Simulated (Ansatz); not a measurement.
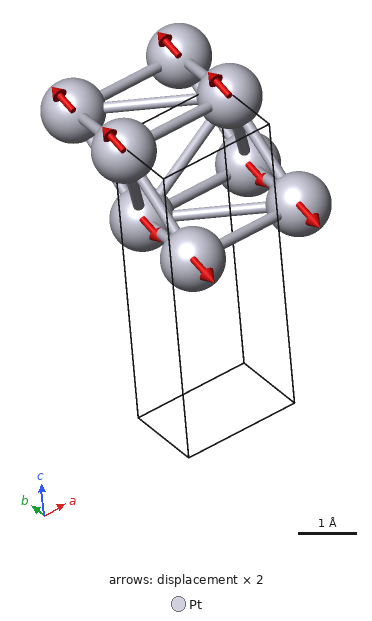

This is a relaxation of solid Pt (set up in P-1). The starting structure is drawn; red arrows show the displacements, magnified 2 times.

A ball-and-stick model of the cell of the calculation, reduced to other axes, repeated 2 × 2 × 1 with one cell outlined, seen slightly off an axis. Lengths and directions refer to the drawn axes.

Case: a zone-boundary wave of random shape, sigma 0.4 Å; relaxed back.

Level of theory: DFT PBE, scalar-relativistic, plane waves, PAW (Ansatz). (plane-wave cutoff 420 eV; k-point mesh 12 × 12 × 14; occupations gaussian; smearing width 0.15 eV; no spin polarisation; cell and atoms relaxed; force threshold 0.01 eV/Å; at most 80 steps)

**What happened in the run?**

The largest moves relative to the cell, 0.33 Å, are those of Pt atoms. The drawn cell changes at constant volume: a 2.807 → 2.804 Å (−0.1 %), b 2.807 → 2.805 Å (−0.1 %), c 4.862 → 4.873 Å (+0.2 %). Some distances before and after: Pt–Pt 3.416 → 2.811 Å, Pt–Pt 2.228 → 2.810 Å, Pt–Pt 3.061 → 2.811 Å, Pt–Pt 2.939 → 2.811 Å. Within 0.06 Å the space group is P-1 at the start and Fm-3m at the end; at a tighter tolerance small leftover displacements or strains of the cell lower it. Over 4 accepted moves (5 points after the start) the energy falls by 1.628 eV per cell of the calculation. The largest force component goes from 6.1 to 0.0014 eV/Å. The pressure goes from 31.74 to 0.03 GPa. The SCF was repeated once at an unchanged geometry on a basis and grid sized afresh for the cell, which shifted the energy by less than 0.05 meV per cell of the calculation at most.
